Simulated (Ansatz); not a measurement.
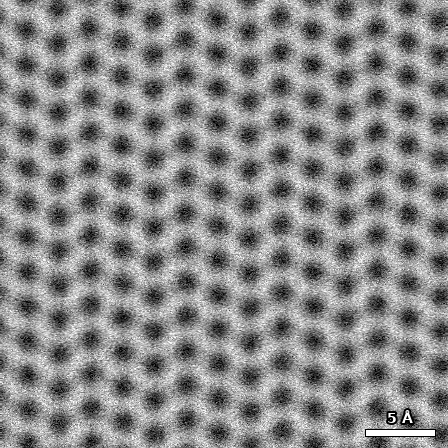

HRTEM-like image of Ti (R-3m, No. 166). Simulated in the weak-phase-object approximation with neutral-atom potentials: 300 kV, Cs = 1.20 mm, defocus −583 Å (negative is underfocus), defocus spread 30 Å, aperture 0.49 1/Å. Shot noise and a slight drift were added. Atomic positions: coordinates from a relaxation with DFT PBE, scalar-relativistic, plane waves, PAW in Ansatz 0.2.0; the starting structure was generated, so it need not be a known form of this composition.

```yaml
crystal:
  lattice:
    - [2.93129, 0.00000, 0.00000]
    - [-1.46564, 2.53857, 0.00000]
    - [0.00000, 0.00000, 21.08129]
  atoms:
    - { symbol: Ti, position: [0.00000, 0.00000, 0.00000] }
    - { symbol: Ti, position: [0.33333, 0.66667, 0.88950] }
    - { symbol: Ti, position: [0.00000, 0.00000, 0.77717] }
    - { symbol: Ti, position: [0.66667, 0.33333, 0.33333] }
    - { symbol: Ti, position: [0.00000, 0.00000, 0.22283] }
    - { symbol: Ti, position: [0.66667, 0.33333, 0.11050] }
    - { symbol: Ti, position: [0.33333, 0.66667, 0.66667] }
    - { symbol: Ti, position: [0.66667, 0.33333, 0.55616] }
    - { symbol: Ti, position: [0.33333, 0.66667, 0.44384] }
```

Question: Which beam direction gives this image, [310], [211], [100] or [210]? (Directions equivalent by symmetry count as one.)

Answer: [100]. The projected cells are 0.96 × 7.03 Å, 93° for [310]; 2.87 × 2.87 Å, 119° for [211]; 2.54 × 7.08 Å, 97° for [100]; 1.47 × 7.03 Å, 90° for [210], and the image repeats as the [100] one does.
